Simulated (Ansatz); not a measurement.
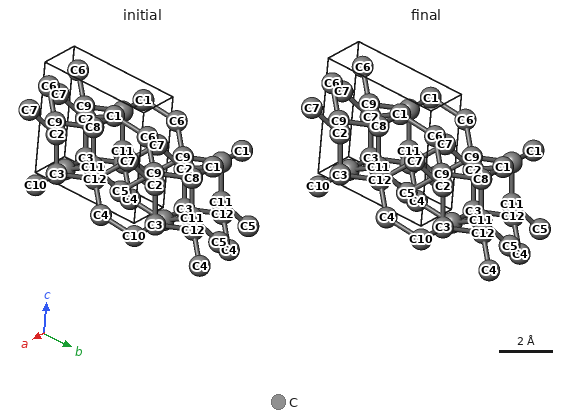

The structure of solid C (a generated structure, set up in Ia-3d) (coarse preliminary run) before (left) and after (right) a relaxation, at one scale.

Style: ball-and-stick. Shown: the cell of the calculation, repeated 2 × 2 × 1 with one cell outlined, slightly off an axis.

These are results of DFT PBE, scalar-relativistic, plane waves, PAW (Ansatz), not measurements.

The input:
```yaml
crystal:
  lattice:
    - [-2.48214961, 2.48214961, 2.48214961]
    - [2.48214961, -2.48214961, 2.48214961]
    - [2.48214961, 2.48214961, -2.48214961]
  atoms:
    - { symbol: C, position: [0.125, 0.75, 0.875] }
    - { symbol: C, position: [0.75, 0.375, 0.625] }
    - { symbol: C, position: [0.625, 0.375, 0.25] }
    - { symbol: C, position: [0.75, 0.875, 0.125] }
    - { symbol: C, position: [0.125, 0.875, 0.25] }
    - { symbol: C, position: [0.25, 0.125, 0.875] }
    - { symbol: C, position: [0.875, 0.125, 0.75] }
    - { symbol: C, position: [0.375, 0.625, 0.75] }
    - { symbol: C, position: [0.375, 0.25, 0.625] }
    - { symbol: C, position: [0.875, 0.25, 0.125] }
    - { symbol: C, position: [0.25, 0.625, 0.375] }
    - { symbol: C, position: [0.625, 0.75, 0.375] }
basis:
  ecutwfc: 420
kpoints:
  mp_grid: { grid: [6, 6, 6] }
hamiltonian:
  xc: pbe
scf:
  occupations: { method: gaussian, width: 0.1 }
  lower_state_search: "off"
output:
  forces: true
  stress: true
  eigenvalues: true
relax:
  adjacent_minimum: "off"
  f_tol: 0.04
  max_steps: 70
  cell: { stress_tol: 0.4 }
```

Command:
```bash
ansatz run input.yaml --threads 1 --pin off --max-ram 2048MiB --backend cpu --events-out ev --progress --plain --runs-dir out
```

Question: What changed between the two?

Answer: No atom moves by more than 0.005 Å relative to the cell. The volume changes by +13.0 %, with a = b = c 4.299 → 4.478 Å (+4.2 %). Among the contacts that change: C10–C11 1.520 → 1.583 Å. The space group stays Ia-3d (No. 230). After 4 accepted moves (6 points after the start) the energy has fallen by 1.418 eV per cell of the calculation. All forces vanish by symmetry, so only the cell relaxes. The pressure goes from 62.81 to 0.11 GPa. The SCF was repeated twice at an unchanged geometry on a basis and grid sized afresh for the cell, which shifted the energy by 81.3 meV per cell of the calculation at most. The run took 11 s on 1 thread of Intel(R) Xeon(R) Platinum 8375C CPU @ 2.90GHz (Ice Lake) (shared host), peak memory 0.39 GiB.
